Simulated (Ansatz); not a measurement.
Consider Cu.

Input

```
crystal:
  lattice:
    - [-1.4732621048, 1.4732621048, 1.3819816208]
    - [1.4732621048, -1.4732621048, 1.3819816208]
    - [2.9465242096, 2.9465242096, 0.0]
  atoms:
    - { symbol: Cu, position: [0.0667701191, -0.1444122515, 0.0] }
    - { symbol: Cu, position: [0.4332298809, 0.6444122515, 0.5] }
basis:
  ecutwfc: 520.0
kpoints:
  mp_grid: { grid: [20, 20, 12] }
hamiltonian:
  xc: pbe
  pseudopotentials: { kind: paw, azcp: { folder: soft_1 } }
scf:
  occupations: { method: gaussian, width: 0.15 }
output:
  forces: true
  stress: true
  eigenvalues: true
  write_density: true
  write_potential: true
  elf: true
  volumetric_format: npy
```

Launched as:

```sh
ansatz run input.yaml --threads 2 --pin off --max-ram 4096MiB --backend cpu --events-out ev --progress --plain --runs-dir out
```

Below, planes, directions and counts refer to the conventional cell (a = 2.50 Å, b = 4.17 Å, c = 2.50 Å, α = 90.00°, β = 112.89°, γ = 90.00°).

Space group P2₁/m; a point of a scan over the structure, not its minimum; a structure from a database of computed crystals, not necessarily the ambient phase; not relaxed (largest force 0.5 eV/Å); computed pressure about 3 GPa in this cell; computed without spin polarisation; PAW files of the earlier set (soft_1).

Computed with DFT PBE, scalar-relativistic, plane waves, PAW in Ansatz 0.2.0.

Predict the electron localisation function between the atoms.

Cu–Cu (2.50 Å): the ELF is about 0.20 at the midpoint: no shared electron pair shows on this line.

Does the calculation make it a metal, or give it a gap?

It is metallic or semimetallic at this level of theory: no gap opens.

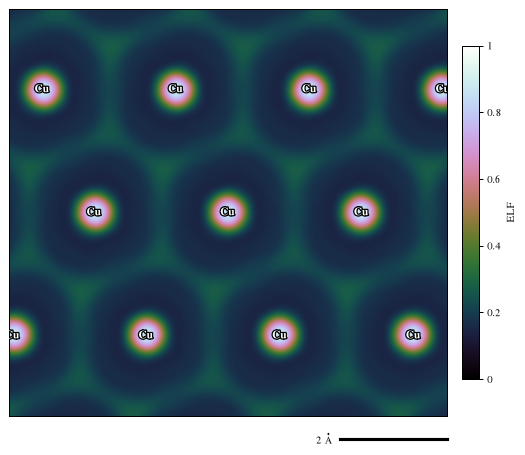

Computed electron localisation function on the (010) plane of the conventional cell. 

Core electrons are frozen (PAW), and the valence fields are smoothed inside the atomic spheres.
